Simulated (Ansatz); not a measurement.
# Residual resistivity of an alloy: Ir(111) with 4 layers of random Ir-Au, 2x2

Wanted: resistance against the alloy's length, first Ir(111) with 4 layers of random Ir-Au, 2x2.

Program: Ansatz 0.2.0. Level of theory: Ansatz plane-wave DFT, PBE, PAW files; ballistic transport by layer matching (Landauer), zero bias; PAW set soft_1. Results are calculated unless marked as measured.

## 1. Set-up

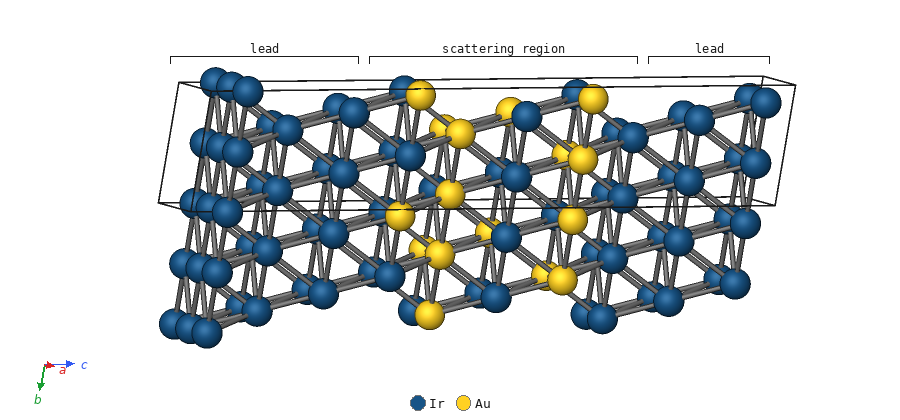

Start, viewed from the side, with the c axis across the page; iridium blue, gold yellow. 1×2×1 cells are drawn. Some periodic images of atoms are drawn too.

The cell holds 40 atoms: 32 Ir and 8 Au. Cell: a = 5.430 Å, b = 5.430 Å, c = 22.222 Å, α = 93.5°, β = 86.5°, γ = 120.0°. It derives from Ir. Regions: lead, 24 atoms (24 Ir); scattering region, 16 atoms (8 Au and 8 Ir). The structure is stacked along c, and the current runs across the ab planes.

## 2. With 4 alloy layers

In 4 layers a share of 0.5 of the sites is given to Au at random. The layers about the cell's end stay perfect and serve as the lead. Disorder leaves little or no symmetry, which makes such runs dear. Energies from -0.05 to 0.05 eV in steps of 0.05 eV are too few for the program's thermal sum, so it prints no conductance; for a metal the transmission near the Fermi level serves, at a fraction of the cost.

input.yaml

```yaml
crystal:
  lattice:
    - [5.4297315514, 0.0, 0.0]
    - [-2.7148657757, 4.7022854592, 0.0]
    - [1.3574328878, -0.7837142432, 22.1667862353]
  atoms:
    - { symbol: Ir, position: [0.9916666667, 0.0083333333, 0.05] }
    - { symbol: Ir, position: [0.9916666667, 0.5083333333, 0.05] }
    - { symbol: Ir, position: [0.4916666667, 0.0083333333, 0.05] }
    - { symbol: Ir, position: [0.4916666667, 0.5083333333, 0.05] }
    - { symbol: Ir, position: [0.1416666667, 0.3583333333, 0.15] }
    - { symbol: Ir, position: [0.1416666667, 0.8583333333, 0.15] }
    - { symbol: Ir, position: [0.6416666667, 0.3583333333, 0.15] }
    - { symbol: Ir, position: [0.6416666667, 0.8583333333, 0.15] }
    - { symbol: Ir, position: [0.2916666667, 0.2083333333, 0.25] }
    - { symbol: Ir, position: [0.2916666667, 0.7083333333, 0.25] }
    - { symbol: Ir, position: [0.7916666667, 0.2083333333, 0.25] }
    - { symbol: Ir, position: [0.7916666667, 0.7083333333, 0.25] }
    - { symbol: Au, position: [0.9416666667, 0.0583333333, 0.35] }
    - { symbol: Ir, position: [0.9416666667, 0.5583333333, 0.35] }
    - { symbol: Ir, position: [0.4416666667, 0.0583333333, 0.35] }
    - { symbol: Ir, position: [0.4416666667, 0.5583333333, 0.35] }
    - { symbol: Au, position: [0.0916666667, 0.4083333333, 0.45] }
    - { symbol: Ir, position: [0.0916666667, 0.9083333333, 0.45] }
    - { symbol: Au, position: [0.5916666667, 0.4083333333, 0.45] }
    - { symbol: Au, position: [0.5916666667, 0.9083333333, 0.45] }
    - { symbol: Au, position: [0.2416666667, 0.2583333333, 0.55] }
    - { symbol: Ir, position: [0.2416666667, 0.7583333333, 0.55] }
    - { symbol: Ir, position: [0.7416666667, 0.2583333333, 0.55] }
    - { symbol: Ir, position: [0.7416666667, 0.7583333333, 0.55] }
    - { symbol: Au, position: [0.8916666667, 0.1083333333, 0.65] }
    - { symbol: Au, position: [0.8916666667, 0.6083333333, 0.65] }
    - { symbol: Ir, position: [0.3916666667, 0.1083333333, 0.65] }
    - { symbol: Au, position: [0.3916666667, 0.6083333333, 0.65] }
    - { symbol: Ir, position: [0.0416666667, 0.4583333333, 0.75] }
    - { symbol: Ir, position: [0.0416666667, 0.9583333333, 0.75] }
    - { symbol: Ir, position: [0.5416666667, 0.4583333333, 0.75] }
    - { symbol: Ir, position: [0.5416666667, 0.9583333333, 0.75] }
    - { symbol: Ir, position: [0.1916666667, 0.3083333333, 0.85] }
    - { symbol: Ir, position: [0.1916666667, 0.8083333333, 0.85] }
    - { symbol: Ir, position: [0.6916666667, 0.3083333333, 0.85] }
    - { symbol: Ir, position: [0.6916666667, 0.8083333333, 0.85] }
    - { symbol: Ir, position: [0.8416666667, 0.1583333333, 0.95] }
    - { symbol: Ir, position: [0.8416666667, 0.6583333333, 0.95] }
    - { symbol: Ir, position: [0.3416666667, 0.1583333333, 0.95] }
    - { symbol: Ir, position: [0.3416666667, 0.6583333333, 0.95] }
kpoints:
  mp_grid: { grid: [5, 5, 1] }
hamiltonian:
  xc: pbe
  pseudopotentials: { kind: paw, azcp: { folder: soft_1 } }
scf:
  occupations: { method: fermi_dirac, width: 0.1 }
output:
  transmission:
    leads: [[0, 4]]
    kmesh: [10, 10]
    e_range: [-0.05, 0.05]
    de: 0.05
  write_potential: true
  write_density: true
  volumetric_format: npy
```

On the command line:

```console
$ ansatz run input.yaml --threads 4 --pin off --max-ram 15360MiB --backend cpu --events-out ev --progress --plain --runs-dir out
```

Numbers of over 12 decimals in the logs are rounded to 6 here.

The program printed:

```text
Engine: ansatz 0.2.0, x86_64-unknown-linux-gnu
Pseudopotentials: kind: paw
Pseudopotential: Ir, paw, valence charge 17, recommended cutoff 420 eV (normal), soft_1/Ir.paw.azcp
Pseudopotential: Au, paw, valence charge 19, recommended cutoff 420 eV (normal), soft_1/Au.paw.azcp
Functional definition: PBE
  parameter kappa = 0.804
  parameter beta = 0.066725
  exchange = pbe_x(kappa = kappa, mu = beta*pi^2/3)
  correlation = pbe_c(beta = beta)
Crystal: 40 atoms, lattice volume = 565.966 Å³
Basis set: ecut = 420 eV, 11009 PW (Γ)
Bands: 418, of which v1, the nominal top of the filled ones, is band 348 counted from 1 (347 counted from 0)
Symmetry: 1 space group operations
Space group: P1 (ITA 1), of the structure as read, at distance tolerance 8.3e-5 Å
k-points: 13 of 25 (time reversal used)
Non-local potential: Ir, projectors of the file, l = 0: 3, l = 1: 2, l = 2: 2, l = 3: 1
Non-local potential: Au, projectors of the file, l = 0: 3, l = 1: 2, l = 2: 2, l = 3: 1
PAW form: soft (Blöchl's): semilocal exchange-correlation on the pseudo side does not see the compensation charge
PAW one-centre angular grid: Ir, 590 points (default); XC on 64 Gauss nodes
PAW one-centre angular grid: Au, 590 points (default); XC on 64 Gauss nodes
Initial density: superposition of atomic densities (chi_scale 0.1, normalization cell, long waves of neutral atoms (reshape's long-wave potential 9.96 eV rms, cloud 2.77 Å wide))
Initial wavefunctions: pseudopotential atomic-orbital guess
Functional: x = pbe(κ = 0.804, μ = 0.219515), c = pbe(β = 0.066725)
SCF iter   1: F=—  HF=-487269.440364 eV  |F-HF|=—  |Δ(HF+E_count)|=         —  Δρ=2.86e-1  dr2=6.22e3  ethr=3.10e-3  ⟨swp⟩=5.0  Hψ=17250  notcnv=0  defer=147
preconditioner: auto → Kerker (q_TF=auto, 2.824 Å⁻¹)  [metal: Δε(μ)=0.010 eV  Ē_g=8.085 eV  σ=0.100 eV  W_gap=0.03  n_scr=228 (ndim 8)  ℏωp=30.3 eV  f_vac=0.000  D(μ)=44.96/eV (n_scr^D=540)]
SCF iter   2: F=—  HF=-487210.559832 eV  |F-HF|=—  |Δ(HF+E_count)|=    5.89e1  Δρ=1.52e-1  dr2=2.09e3  ethr=3.10e-3  ⟨swp⟩=2.5  Hψ=10805  notcnv=0  defer=374
SCF iter   3: F=—  HF=-487182.750035 eV  |F-HF|=—  |Δ(HF+E_count)|=    2.78e1  Δρ=3.61e-2  dr2=9.08e1  ethr=3.10e-3  ⟨swp⟩=3.3  Hψ=10336  notcnv=0  defer=369
SCF iter   4: F=—  HF=-487179.136169 eV  |F-HF|=—  |Δ(HF+E_count)|=    3.61e0  Δρ=1.49e-2  dr2=4.49e1  ethr=3.10e-3  ⟨swp⟩=2.5  Hψ=6747  notcnv=0  defer=363
SCF iter   5: F=—  HF=-487178.525887 eV  |F-HF|=—  |Δ(HF+E_count)|=   6.10e-1  Δρ=9.24e-3  dr2=1.29e1  ethr=3.10e-3  ⟨swp⟩=1.2  Hψ=5634  notcnv=0  defer=365
SCF iter   6: F=—  HF=-487178.313938 eV  |F-HF|=—  |Δ(HF+E_count)|=   2.12e-1  Δρ=4.29e-3  dr2=2.26e0  ethr=1.85e-3  ⟨swp⟩=1.5  Hψ=5269  notcnv=0  defer=365
SCF iter   7: F=—  HF=-487178.264041 eV  |F-HF|=—  |Δ(HF+E_count)|=   4.99e-2  Δρ=1.35e-3  dr2=2.06e-1  ethr=3.24e-4  ⟨swp⟩=1.3  Hψ=5522  notcnv=0  defer=367
SCF iter   8: F=—  HF=-487178.259320 eV  |F-HF|=—  |Δ(HF+E_count)|=   4.72e-3  Δρ=2.03e-4  dr2=4.12e-3  ethr=2.96e-5  ⟨swp⟩=1.0  Hψ=5527  notcnv=0  defer=371
SCF iter   9: F=—  HF=-487178.259266 eV  |F-HF|=—  |Δ(HF+E_count)|=   5.39e-5  Δρ=8.65e-5  dr2=5.01e-4  ethr=5.91e-7  ⟨swp⟩=1.1  Hψ=5251  notcnv=0  defer=371
SCF iter  10: F=—  HF=-487178.259249 eV  |F-HF|=—  |Δ(HF+E_count)|=   1.75e-5  Δρ=2.39e-5  dr2=4.75e-5  ethr=7.19e-8  ⟨swp⟩=1.0  Hψ=5058  notcnv=0  defer=371
SCF iter  11: F=—  HF=-487178.259937 eV  |F-HF|=—  |Δ(HF+E_count)|=   6.88e-4  Δρ=4.50e-6  dr2=1.01e-6  ethr=6.82e-9  ⟨swp⟩=1.0  Hψ=5086  notcnv=0  defer=371
SCF iter  12: F=—  HF=-487178.259937 eV  |F-HF|=—  |Δ(HF+E_count)|=   2.29e-8  Δρ=1.59e-6  dr2=1.25e-7  ethr=1.44e-10  ⟨swp⟩=1.9  Hψ=5929  notcnv=0  defer=371
SCF iter  13: F=-487178.259937 eV  HF=-487178.259937 eV  |F-HF|=1.96e-8  |Δ(HF+E_count)|=   3.09e-9  Δρ=4.44e-7  dr2=2.01e-8  ethr=1.44e-11  ⟨swp⟩=9.2  Hψ=16996  notcnv=0
SCF 1 converged in 13 iterations: F = -487178.259937 eV  dr2 = 2.01e-8
  greatest PAW one-centre occupation: 1.000 electrons in one spin orbital (limit 2), on the Au atom at site 12 (counted from 0), in its partial waves of l = 0
transmission: 208 of 2080 steps passed
transmission: 416 of 2080 steps passed
[...]
transmission: 2080 of 2080 steps passed
SCF converged after 13 iterations
Free energy (F): -487178.259937 eV
Harris-Foulkes:  -487178.259937 eV  (|F-HF|=1.96e-8)
Internal energy: -487177.021565 eV  (E = F + TS)
E sigma→0 (E₀):  -487177.640751 eV
Entropy (-TS):   -1.238372 eV (-30.959 meV/atom)
Fermi energy:    25.830906 eV
--- Per-component energies (eV) ---
  E_band       = -3593.872390
  E_kinetic    = 21977.951296
  E_local      = -47936.857356  (includes V_loc(G=0)·N_el)
  E_nonlocal   = 6861.213306
  E_hartree    = 18997.726192
  E_xc         = -9123.437964
  E_vxc        = -10351.709924  (∫ρ·V_xc dr)
  E_paw        = -374337.132274  (= ΣΔE_a)
  E_vpaw       = -12139.940149  (= ΣTr[D̂ρ^β])
  E_aug_tail   = 0.023489  (compensation charges beyond the density's cutoff)
  E_ewald      = -103616.508255
  E_smearing   = -1.238372  (= −TS)
  E_closure    = -0.000000  (closes the sum)
  Σ components = -487178.259937   (vs F -487178.259937, Δ=0.00e0)
--- Band table (eV; the first three rows and the last of 13) ---
  k-point 0: bands = [... 344 lower, 26.2819, 26.4940, 26.5072, 26.5667, 26.5772, 26.5939, 26.7007, 26.7229, ... 66 higher]
  k-point 1: bands = [... 344 lower, 26.0435, 26.0577, 26.1131, 26.1233, 26.1399, 26.1572, 26.2344, 26.2469, ... 66 higher]
  k-point 2: bands = [... 344 lower, 25.2297, 25.3257, 25.3650, 25.4370, 25.5395, 25.6052, 25.6918, 25.7572, ... 66 higher]
  k-point 12: bands = [... 344 lower, 25.5814, 25.6814, 25.7105, 25.7624, 25.8295, 25.9168, 25.9568, 25.9811, ... 66 higher]
--- Transmission ---
  basis      : 223 plane waves across, 40 finite elements along
  points     : 52, standing for a mesh of 10 x 10
  energies   : 3 from -0.050000 to 0.050000 eV about the Fermi level, 0.050000 eV apart; the leads are filled to 0.000000 eV, and channels, transmission and decay are at 0.000000 eV
  crystal 0  : Ir4, at the sites [0, 4], period 2.2167 Å, over 13.30 Å; its Hamiltonian steps by up to 53.9 meV: too much for a lead, lay more layers or, if its atoms are ordered, name the step of that order
    offset         : up to 0.0000 Å between an atom of the period and one for which it stands
    channels       : 5.900000e0 a spin
    conductance    : none, the energies end too early or step too widely for 300 K: set another output.transmission.e_range or a lower de, or, where they end at an eighth of basis.ecutwfc, a higher one
  junction   : crystal 0 to crystal 0, 0.70 to 20.65 Å
    transmission   : 2.426167e0 a spin
    conductance    : none, the energies end too early or step too widely for 300 K: set another output.transmission.e_range or a lower de, or, where they end at an eighth of basis.ecutwfc, a higher one
```

It took 3.5 min on 4 threads of Intel Xeon Platinum 8559C (Emerald Rapids), shared host; peak memory 5.3 GiB.

This step gave:

```
free energy                                                  : -487178.2599 eV
energy at zero smearing                                      : -487177.6408 eV
Fermi energy                                                 : 25.83 eV
cell area                                                    : 25.53 Å²
transmission at the energy nearest the Fermi level, one spin : 2.426
channels at the energy nearest the Fermi level, one spin     : 5.9
step of the lead's Hamiltonian                               : 53.9 meV
```

Per spin. The transmission, zone mean by energy, zero at the Fermi level:

```csv
energy (eV),"transmission, zone mean"
-0.0500,2.48
0.0000,2.43
0.0500,2.41
```

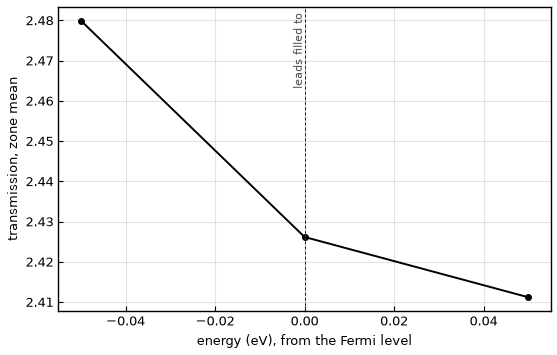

Transmission, zone mean against energy.

Per spin. The open channels, zone mean, lead by energy, zero at the Fermi level:

```csv
energy (eV),"open channels, zone mean, lead"
-0.0500,5.9
0.0000,5.9
0.0500,6.22
```

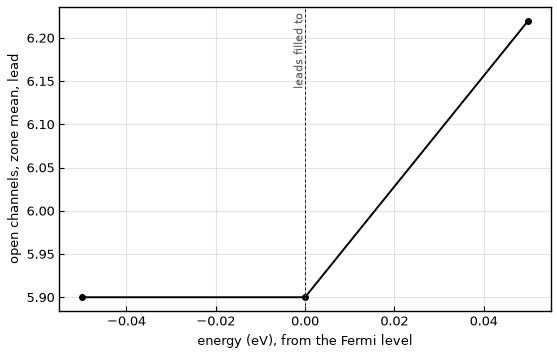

Open channels, zone mean, lead, plotted against energy.

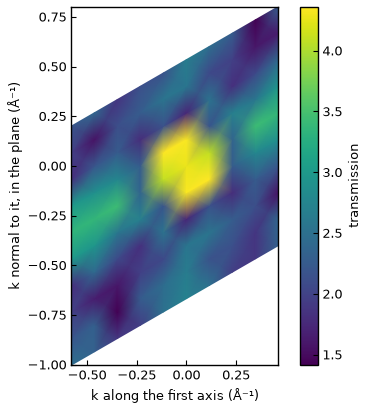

Transmission over k1 and k2. At 0.0000 eV from the Fermi level.

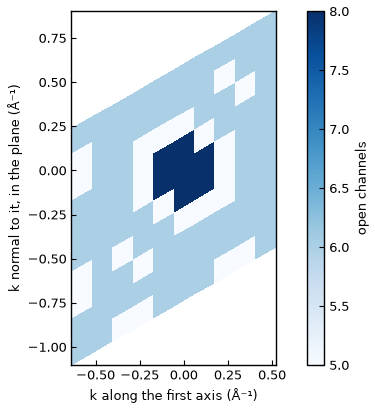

Open channels over k1 and k2. At 0.0000 eV from the Fermi level.

Over the solved energies the transmission per spin lies between 2.41 and 2.48, out of 6.01 channels of the lead on average (up to 6.22). The log calls the step of a lead's potential too much.

[end of part 1 of 2]

[Logs are printed without paths, hosts, clocks, repeated set-up lines and the standing remarks that a program may print on its own settings, such as how far it seeks lower states.]

[Hosts, paths, dates, database ids (printed as entryN), source tags and the programs' standing remarks are cut or masked in the printed files.]
